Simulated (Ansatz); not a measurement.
# SrTiO$_{3}$: single-point calculation

System: SrTiO$_{3}$ (Pmm2, 5 atoms in the cell).
Method: DFT PBE, scalar-relativistic, plane waves, PAW, PAW set soft_1, no spin polarisation (Ansatz 0.2.0).

The structure derives from an entry of the Crystallography Open Database. Figures and captions count atoms from 1; the log counts them from 0 in places.

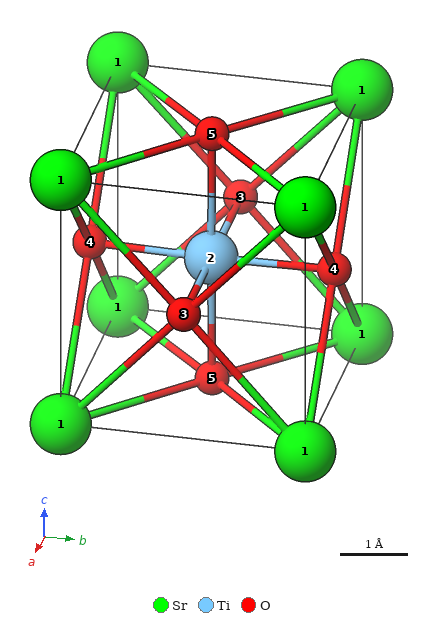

The structure as given in the input (ball-and-stick view of the cell of the calculation, seen at an oblique angle; atoms are numbered from 1 in the order of the input). An atom can appear more than once, as a periodic image.

## Input file
```yaml
crystal:
  lattice:
    - [3.7986351078, 0.0, 0.0]
    - [0.0, 3.7986351078, 0.0]
    - [0.0, 0.0, 4.2119580988]
  atoms:
    - { symbol: Sr, position: [0.0013670509, 0.0, 0.0] }
    - { symbol: Ti, position: [0.5064538458, 0.5, 0.5] }
    - { symbol: O, position: [-0.0097550828, 0.5, 0.5] }
    - { symbol: O, position: [0.491479603, 0.0, 0.5] }
    - { symbol: O, position: [0.491479603, 0.5, 0.0] }
basis:
  ecutwfc: 520.0
kpoints:
  mp_grid: { grid: [8, 8, 8] }
hamiltonian:
  xc: pbe
  pseudopotentials: { kind: paw, azcp: { folder: soft_1 } }
scf:
  occupations: { method: gaussian, width: 0.05 }
output:
  forces: true
  stress: true
  eigenvalues: true
  write_density: true
  write_potential: true
  elf: true
  volumetric_format: npy
```

Machine: 2 threads of Arm Neoverse N1, 98 GiB of memory available, shared host.

Run as:
```bash
ansatz run input.yaml --threads 2 --pin off --max-ram 4096MiB --backend cpu --events-out ev --progress --plain --runs-dir out
```

## Log
```
Engine: ansatz 0.2.0, aarch64-unknown-linux-gnu
Pseudopotentials: kind: paw
Pseudopotential: Sr, paw, valence charge 10, recommended cutoff 420 eV (normal), [file]
Pseudopotential: Ti, paw, valence charge 12, recommended cutoff 420 eV (normal), [file]
Pseudopotential: O, paw, valence charge 6, recommended cutoff 420 eV (normal), [file]
Functional definition: PBE
  parameter kappa = 0.804
  parameter beta = 0.06672455060314922
  exchange = pbe_x(kappa = kappa, mu = beta*pi^2/3)
  correlation = pbe_c(beta = beta)
Crystal: 5 atoms, lattice volume = 60.777 Å³
Basis set: ecut = 520 eV, 1643 PW (Γ), exchange–correlation on 60×60×64 points (8 copies of the dense FFT grid, shifted against one another)
Bands: 25, of which v1, the nominal top of the filled ones, is band 20 counted from 1 (19 counted from 0)
Symmetry: 4 space group operations
Space group: Pmm2 (ITA 25), of the structure as read, at distance tolerance 3.9e-5 Å
k-points: 125 of 512 (time reversal used)
Non-local potential: Sr, projectors of the file, l = 0: 3, l = 1: 2, l = 2: 2
Non-local potential: Ti, projectors of the file, l = 0: 3, l = 1: 2, l = 2: 3, l = 3: 1
Non-local potential: O, projectors of the file, l = 0: 2, l = 1: 2, l = 2: 1
PAW form: soft (Blöchl's): semilocal exchange-correlation on the pseudo side does not see the compensation charge
PAW one-centre angular grid: Sr, 110 points (default); XC on 64 Gauss nodes
PAW one-centre angular grid: Ti, 590 points (default); XC on 64 Gauss nodes
PAW one-centre angular grid: O, 110 points (default); XC on 64 Gauss nodes
Initial density: superposition of atomic densities (chi_scale 0.1, normalization cell, long waves kept (reshape's long-wave potential 0.00 eV rms))
Initial wavefunctions: pseudopotential atomic-orbital guess
Functional: x = pbe(κ = 0.804, μ = 0.2195149727645171), c = pbe(β = 0.06672455060314922)
SCF iter   1: F=—  HF=-7754.429296 eV  |F-HF|=—  |Δ(HF+E_count)|=         —  Δρ=5.07e-2  dr2=1.48e0  ethr=3.10e-3  ⟨swp⟩=7.9  Hψ=16548  notcnv=0
preconditioner: auto → Resta (q_TF=auto, 2.545 Å⁻¹)  ε∞=5.2  [insulator: Δε(μ)=1.959 eV  Ē_g=12.750 eV  σ=0.050 eV  W_gap=1.00  n_scr=18 (ndim 8)  ℏωp=26.1 eV  f_vac=0.000  D(μ)=0.00/eV (n_scr^D=0)  ε∞_Penn≈5.2]
SCF iter   2: F=—  HF=-7754.297280 eV  |F-HF|=—  |Δ(HF+E_count)|=   1.32e-1  Δρ=2.91e-2  dr2=5.71e-1  ethr=3.10e-3  ⟨swp⟩=2.1  Hψ=4639  notcnv=0  defer=125
SCF iter   3: F=—  HF=-7754.243683 eV  |F-HF|=—  |Δ(HF+E_count)|=   5.36e-2  Δρ=6.49e-3  dr2=1.38e-2  ethr=1.43e-3  ⟨swp⟩=2.5  Hψ=6327  notcnv=0  defer=125
SCF iter   4: F=—  HF=-7754.248632 eV  |F-HF|=—  |Δ(HF+E_count)|=   4.95e-3  Δρ=2.44e-3  dr2=2.82e-3  ethr=3.46e-5  ⟨swp⟩=2.3  Hψ=5325  notcnv=0  defer=125
SCF iter   5: F=—  HF=-7754.249689 eV  |F-HF|=—  |Δ(HF+E_count)|=   1.06e-3  Δρ=3.80e-4  dr2=9.91e-5  ethr=7.04e-6  ⟨swp⟩=2.3  Hψ=5613  notcnv=0  defer=125
SCF iter   6: F=—  HF=-7754.249909 eV  |F-HF|=—  |Δ(HF+E_count)|=   2.20e-4  Δρ=1.37e-4  dr2=1.36e-5  ethr=2.48e-7  ⟨swp⟩=2.0  Hψ=5287  notcnv=0  defer=125
SCF iter   7: F=—  HF=-7754.249913 eV  |F-HF|=—  |Δ(HF+E_count)|=   3.72e-6  Δρ=4.69e-5  dr2=1.44e-6  ethr=3.40e-8  ⟨swp⟩=2.0  Hψ=4842  notcnv=0  defer=125
SCF iter   8: F=—  HF=-7754.249913 eV  |F-HF|=—  |Δ(HF+E_count)|=   1.51e-7  Δρ=1.71e-5  dr2=1.48e-7  ethr=3.60e-9  ⟨swp⟩=2.0  Hψ=4927  notcnv=0  defer=125
SCF iter   9: F=-7754.249913 eV  HF=-7754.249913 eV  |F-HF|=1.41e-9  |Δ(HF+E_count)|=   1.87e-8  Δρ=3.72e-6  dr2=7.17e-9  ethr=2.50e-10  ⟨swp⟩=16.7  Hψ=24703  notcnv=0
SCF 1 converged in 9 iterations: F = -7754.249913 eV  dr2 = 7.17e-9
  greatest PAW one-centre occupation: 0.999 electrons in one spin orbital (limit 2), on the Ti atom at site 1 (counted from 0), in its partial waves of l = 0
```

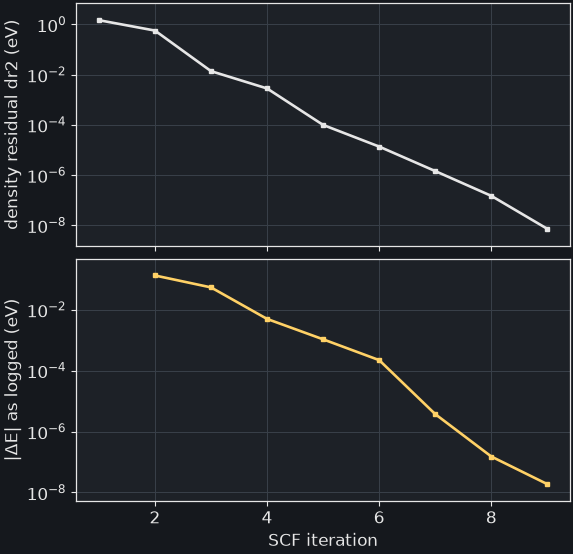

Convergence of the self-consistent field: density residual dr2 and size of the energy change against the SCF iteration. The residual falls at every step.

```
SCF converged after 9 iterations
Free energy (F): -7754.249913 eV
Harris-Foulkes:  -7754.249913 eV  (|F-HF|=1.41e-9)
Internal energy: -7754.249913 eV  (E = F + TS)
E sigma→0 (E₀):  -7754.249913 eV
Fermi energy:    10.678648 eV
--- Per-component energies (eV) ---
  E_band       = -217.206159
  E_kinetic    = 1021.107980
  E_local      = -2498.080529  (includes V_loc(G=0)·N_el)
  E_nonlocal   = 447.541737
  E_hartree    = 867.371334
  E_xc         = -510.051183
  E_vxc        = -580.207164  (∫ρ·V_xc dr)
  E_paw        = -4218.131475  (= ΣΔE_a)
  E_vpaw       = -342.311075  (= ΣTr[D̂ρ^β])
  E_aug_tail   = 0.000591  (compensation charges beyond the density's cutoff)
  E_ewald      = -2864.008368
  E_smearing   = -0.000000  (= −TS)
  E_closure    = -0.000000  (closes the sum)
  Σ components = -7754.249913   (vs F -7754.249913, Δ=0.00e0)
--- Forces (eV/Å), atoms counted from 1 ---
  atom   1  Sr     0.00784902     0.00000000     0.00000000
  atom   2  Ti    -0.23250113     0.00000000     0.00000000
  atom   3  O      0.30575779     0.00000000    -0.00000000
  atom   4  O     -0.13102755     0.00000000     0.00000000
  atom   5  O      0.04991494     0.00000000    -0.00000000
  max |Σ_I F_I| component: 6.93e-6 eV/Å
--- Stress (GPa, compression-positive) ---
       11.042969       0.000000       0.000000
        0.000000      10.153552       0.000000
        0.000000       0.000000      -9.940747
  P = ⅓ Tr σ = 3.7519 GPa (37.519 kbar)
--- Band table (eV; the first three rows and the last of 125) ---
  k-point 0: bands = ["-46.7169", "-23.0842", "-23.0269", "-23.0094", "-22.9509", "-7.7965", "-6.9393", "-6.4097", "-5.1591", "-5.0219", "-5.0169", "6.5840", "7.0167", "7.0273", "8.2990", "8.6562", "8.6952", "9.2539", "9.3151", "9.3251", "11.5320", "11.5983", "11.7805", "13.4186", "14.3914"]
  k-point 1: bands = ["-46.7169", "-23.0943", "-23.0269", "-23.0093", "-22.9427", "-7.8352", "-6.9367", "-6.3985", "-5.0720", "-5.0188", "-5.0138", "6.5010", "7.0045", "7.0165", "8.2087", "8.5570", "8.5711", "8.8308", "9.2313", "9.2716", "11.7612", "11.7959", "11.8026", "13.8849", "14.4192"]
  k-point 2: bands = ["-46.7168", "-23.1155", "-23.0267", "-23.0089", "-22.9263", "-7.9306", "-6.9302", "-6.3462", "-5.0113", "-5.0063", "-4.8831", "6.3196", "6.9732", "6.9888", "7.9306", "8.0384", "8.3260", "8.3739", "9.1008", "9.1510", "11.8209", "12.2565", "12.2735", "14.4404", "14.7404"]
  k-point 124: bands = ["-46.7139", "-23.1174", "-23.0992", "-23.0210", "-22.9675", "-6.4289", "-6.4043", "-6.2046", "-5.3658", "-5.3599", "-5.2379", "4.9350", "5.1184", "5.4324", "6.1743", "6.2063", "6.2217", "9.5431", "9.5628", "9.8253", "14.0448", "14.0605", "14.4773", "16.2585", "16.3009"]
```

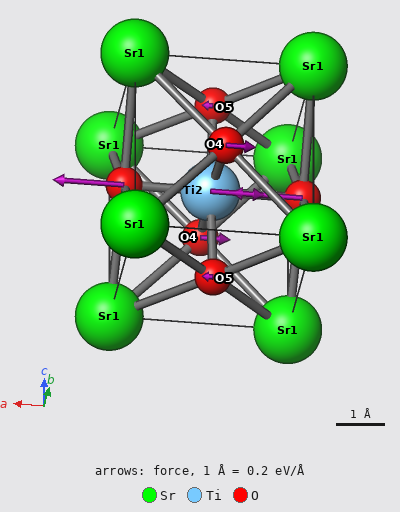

Forces on the atoms as pink arrows (ball-and-stick view of the cell of the calculation, seen at an oblique angle; atoms are numbered from 1 in the order of the input); the smallest are left out. The largest act on O3 (0.31 eV/Å); Ti2 (0.23 eV/Å); O4 (0.13 eV/Å). The geometry is not a stationary point of this energy.

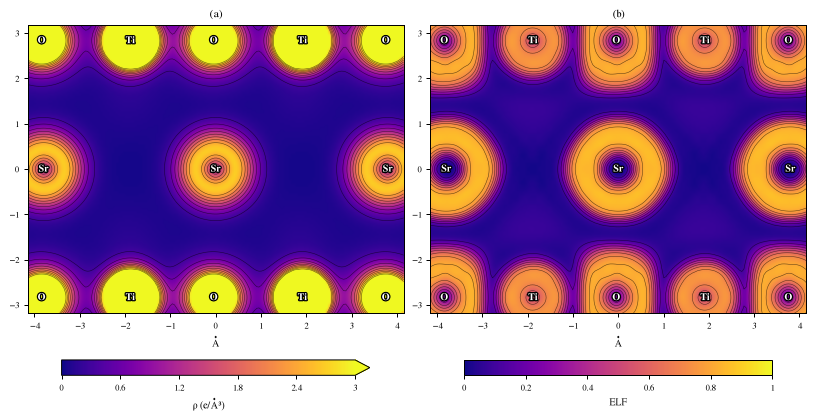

(a) valence electron density; (b) ELF on the (110) plane of the conventional cell. Atoms in the plane: Sr, Ti and O. Ti–O (1.84 Å): ρ at the midpoint is about 0.96 e/Å³; the ELF is about 0.25 at the midpoint. Ti–O (1.96 Å): ρ at the midpoint is about 0.69 e/Å³; the ELF is about 0.20 at the midpoint. Sr–O (2.84 Å): ρ at the midpoint is about 0.12 e/Å³; the ELF is about 0.05 at the midpoint, which marks a contact without a shared pair. Away from the nuclei the density in this plane falls to 0.04 e/Å³ at its lowest. The strong features right at Sr and Ti lie inside the PAW spheres (semicore, d or f shells) and say nothing about bonding. In a PAW calculation such maps are meaningful between the atoms, not at the nuclei.

## Results in brief

```csv
quantity,value
outcome,converged
space group (tolerance 0.01 Å),Pmm2 (25)
electrons treated,40
free energy,−7754.2499 eV
Fermi energy,10.679 eV
gap on the k-point mesh,1.71 eV
pressure,3.75 GPa
largest force (length of the vector),0.306 eV/Å
wall time,34 s (CPU time 67 s)
peak memory,0.47 GiB
```
